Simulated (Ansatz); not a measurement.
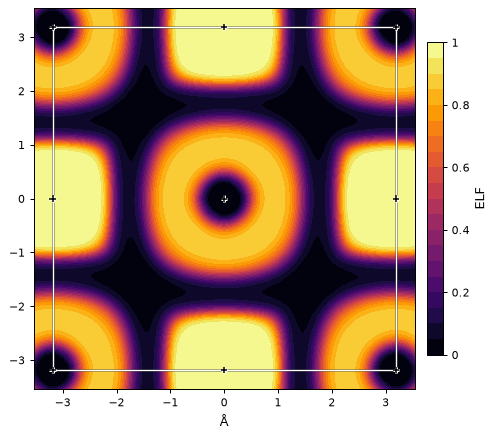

The ELF on a plane through atoms (crosses mark nuclei in the plane).

Computed with Kohn-Sham DFT of a periodic cell, PBE0, Ansatz PAW (Ansatz 0.2.0).

Candidates:
A. GaP, a = 5.45 Å, b = 5.45 Å, c = 5.45 Å, α = 90.00°, β = 90.00°, γ = 90.00°. Space group F-43m.
B. CsH, a = 6.38 Å, b = 6.38 Å, c = 6.38 Å, α = 90.00°, β = 90.00°, γ = 90.00°. Space group Fm-3m.
C. CaF₂, a = 5.46 Å, b = 5.46 Å, c = 5.46 Å, α = 90.00°, β = 90.00°, γ = 90.00°. Space group Fm-3m.

Which system is this?

Candidate B: CsH on the (001) plane of the conventional cell, which holds Cs and H. Cs–H (3.19 Å): the ELF climbs to about 1 towards the hydrogen.
